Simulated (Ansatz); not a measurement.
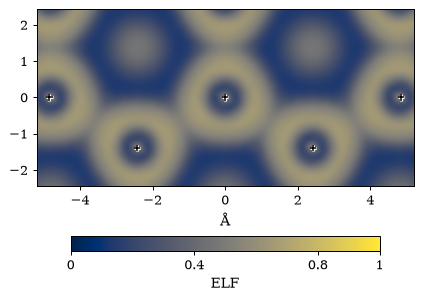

The ELF on a plane through atoms (crosses mark nuclei in the plane).

All numbers below come from DFT, r2SCAN, plane waves (500 eV) with PAW, scalar-relativistic in Ansatz 0.2.0.

Candidates:
A. Mn, a = 4.46 Å, b = 4.46 Å, c = 2.69 Å, α = 90.00°, β = 90.00°, γ = 120.00°. Space group P6/mmm; set up as Mn, omega (AlB2-type); a generated structure, not necessarily the stable one; changed on purpose from its base cell (volume × 1.0); spin-polarised.
B. Fe, a = 2.47 Å, b = 2.47 Å, c = 2.47 Å, α = 90.00°, β = 90.00°, γ = 90.00°. Space group Pm-3m; set up as Fe, simple cubic; a generated structure, not necessarily the stable one; changed on purpose from its base cell (volume × 1.08); computed pressure about −7 GPa in this cell; spin-polarised.
C. As, a = 4.84 Å, b = 4.84 Å, c = 2.80 Å, α = 90.00°, β = 90.00°, γ = 120.00°. Space group P6/mmm; set up as As, omega (AlB2-type); a generated structure, not necessarily the stable one; changed on purpose from its base cell (volume × 1.0); computed without spin polarisation.

Question: Which candidate gave the map?

Answer: Candidate C: As on the (001) plane of the conventional cell, which holds As. As–As (2.79 Å): the ELF peaks at about 0.65 between the atoms.
